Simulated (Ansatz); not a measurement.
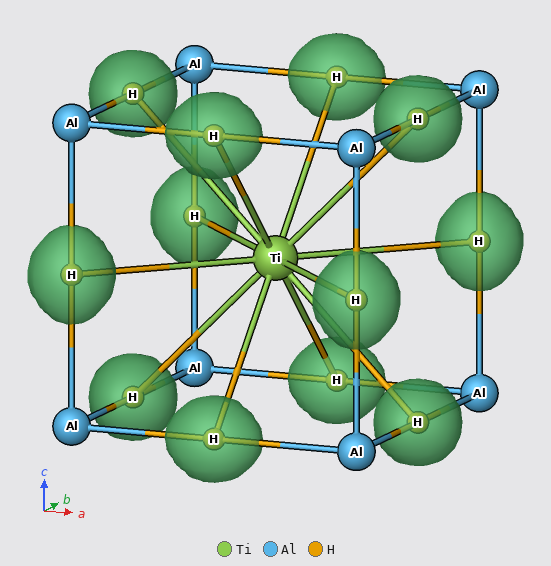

*TiAlH$_{3}$. Isosurface of the ELF at 0.9 (green), seen slightly off an axis. Only the valence region is drawn (cores and ρ < 0.01 e/Å³ removed). Sticks mark near contacts.*

Space group Pm-3m; computed without spin polarisation.

The calculation used DFT PBE, scalar-relativistic, plane waves, PAW (Ansatz).

```cif
data_structure
_symmetry_space_group_name_H-M 'P 1'
_symmetry_Int_Tables_number 1
_cell_length_a 3.4945
_cell_length_b 3.4945
_cell_length_c 3.4945
_cell_angle_alpha 90.000
_cell_angle_beta 90.000
_cell_angle_gamma 90.000
_cell_volume 42.67
loop_
_atom_site_label
_atom_site_type_symbol
_atom_site_fract_x
_atom_site_fract_y
_atom_site_fract_z
_atom_site_occupancy
Ti1 Ti 0.50000 0.50000 0.50000 1
Al1 Al 0.00000 0.00000 0.00000 1
H1 H 0.00000 0.00000 0.50000 1
H2 H 0.50000 0.00000 0.00000 1
H3 H 0.00000 0.50000 0.00000 1
```

Q: Describe the localisation domains.

A: The ELF exceeds this value in three regions around hydrogen nuclei, counted in one cell of 5 atoms. Any copies at cell faces, edges or corners count once. Profiles from the grid: Al–H (1.75 Å): the ELF climbs to about 1 towards the hydrogen. Ti–H (2.47 Å): the ELF climbs to about 1 towards the hydrogen.
